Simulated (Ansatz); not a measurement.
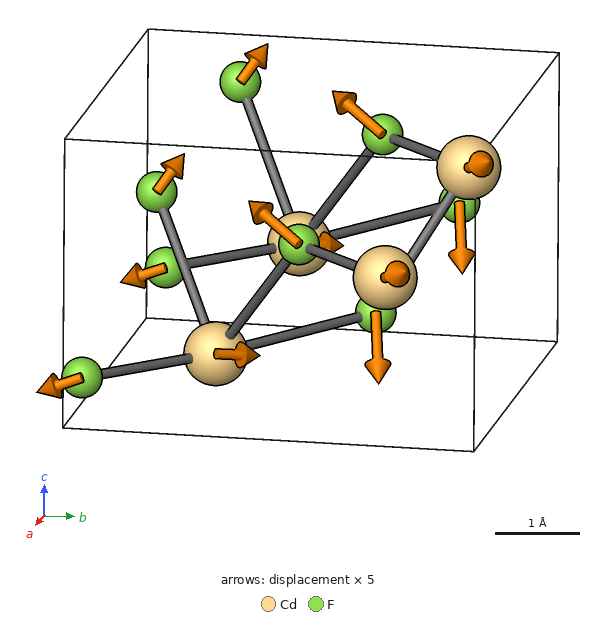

This is a relaxation of solid CdF₂ (built on the MgF2-58 type type). The starting structure is drawn; orange arrows show the displacements (the part carried along by the change of the cell is left out), magnified 5 times.

Style: ball-and-stick. Shown: the cell of the calculation, repeated 2 × 1 × 1 with one cell outlined, slightly off an axis.

Case: shaken.

The calculation used DFT, PBEsol, plane waves, PAW (Ansatz). Settings: plane-wave cutoff 420 eV; k-point mesh 4 × 4 × 6; occupations fermi dirac; smearing width 0.05 eV; no spin polarisation; cell and atoms relaxed; force threshold 0.01 eV/Å; at most 120 steps.

### Atoms of which element are displaced furthest, and by how much?

Fluorine: up to 0.19 Å, against 0.14 Å for cadmium.

### What did the optimiser do to the structure, and how much energy did it gain?

After 8 accepted moves (10 points after the start) the energy has fallen by 0.837 eV per cell of the calculation. Largest force component: 2.8 eV/Å at the start, 0.00043 eV/Å at the end. The pressure goes from 5.17 to 0.01 GPa. At 2 points the geometry stayed and the basis and grid were re-selected for the new cell (energy shift of 2.8 meV per cell of the calculation at most each time). The atom that moves furthest relative to the cell is an F atom (0.19 Å roughly along [1 0 −2]). Largest moves by element: F 0.19 Å, Cd 0.14 Å. The drawn cell changes as follows: a 5.090 → 5.115 Å (+0.5 %), b 5.032 → 5.103 Å (+1.4 %), c 3.558 → 3.502 Å (−1.6 %), β 91.9° → 90.0°, γ 89.3° → 90.0°; the volume changes by +0.3 %. Among the contacts that change: Cd–F 1.916 → 2.217 Å, Cd–F 2.478 → 2.239 Å, Cd–F 1.990 → 2.217 Å, Cd–F 2.375 → 2.217 Å. Bond angles that change, for instance: F–Cd–F 171.5° → 180.0°, Cd–F–Cd 120.0° → 128.5°, F–Cd–F 171.5° → 180.0°. The space group (tolerance 0.01 Å) goes from P1 (No. 1) to Pnnm (No. 58). The run took 3.1 min on 2 threads of AMD EPYC (Zen 3), on a shared host, peak memory 0.47 GiB.
